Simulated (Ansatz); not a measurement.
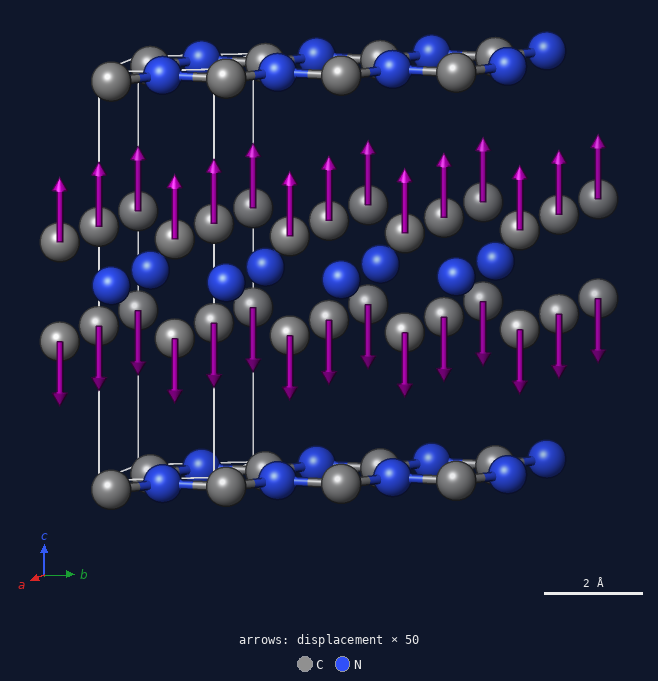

This is a relaxation of crystalline C3N2 (a generated structure, set up in P-6m2) (coarse preliminary run). The starting structure is drawn; purple arrows show the displacements (the part carried along by the change of the cell is left out), 50 times their true length.

A ball-and-stick model of the cell of the calculation, repeated 2 × 4 × 1 with one cell outlined, seen slightly off an axis.

The calculation used DFT PBE, scalar-relativistic, plane waves, PAW in Ansatz 0.2.0.

Input file:
```yaml
crystal:
  lattice:
    - [2.4042271979, 0.0, 0.0]
    - [-1.2021135989, 2.0821218298, 0.0]
    - [0.0, 0.0, 8.4771254588]
  atoms:
    - { symbol: C, position: [0.0, 0.0, 0.6216941064] }
    - { symbol: C, position: [0.0, 0.0, 0.3783058936] }
    - { symbol: C, position: [0.6666666667, 0.3333333333, 0.0] }
    - { symbol: "N", position: [0.6666666667, 0.3333333333, 0.5] }
    - { symbol: "N", position: [0.3333333333, 0.6666666667, 0.0] }
basis:
  ecutwfc: 420
kpoints:
  mp_grid: { grid: [12, 12, 2] }
hamiltonian:
  xc: pbe
scf:
  occupations: { method: gaussian, width: 0.1 }
  lower_state_search: "off"
output:
  forces: true
  stress: true
  eigenvalues: true
relax:
  adjacent_minimum: "off"
  f_tol: 0.04
  max_steps: 70
  cell: { stress_tol: 0.4 }
```

Run as
```bash
ansatz run input.yaml --threads 1 --pin off --max-ram 2560MiB --backend cpu --events-out ev --progress --plain --runs-dir out
```

> Which element moves most?

Carbon: up to 0.027 Å, against 0.000 Å for nitrogen.

> What did the optimiser do to the structure, and how much energy did it gain?

The largest moves relative to the cell, 0.027 Å, are those of C1 and C2. C2 goes along −c. N stays in place. Cell: a = b 2.404 → 2.391 Å (−0.5 %), c 8.477 → 8.422 Å (−0.6 %). Volume −1.7 %. Near-neighbour distances that change, for instance: C3–N5 1.388 → 1.381 Å. The space group stays P-6m2 (No. 187). The energy falls by 3.9 meV per atom in 2 accepted moves (3 points after the start). The largest force component goes from 0.63 to 0.00038 eV/Å. The pressure goes from −1.07 to −0.07 GPa. The SCF was repeated once at an unchanged geometry on a basis and grid sized afresh for the cell, which shifted the energy by 0.7 meV per atom at most. Cost: 12 s on 1 thread of Arm Neoverse V1, on a shared host, peak memory 0.32 GiB.

Limits of the set-up: the k-point mesh is coarse for a cell with partly filled bands.
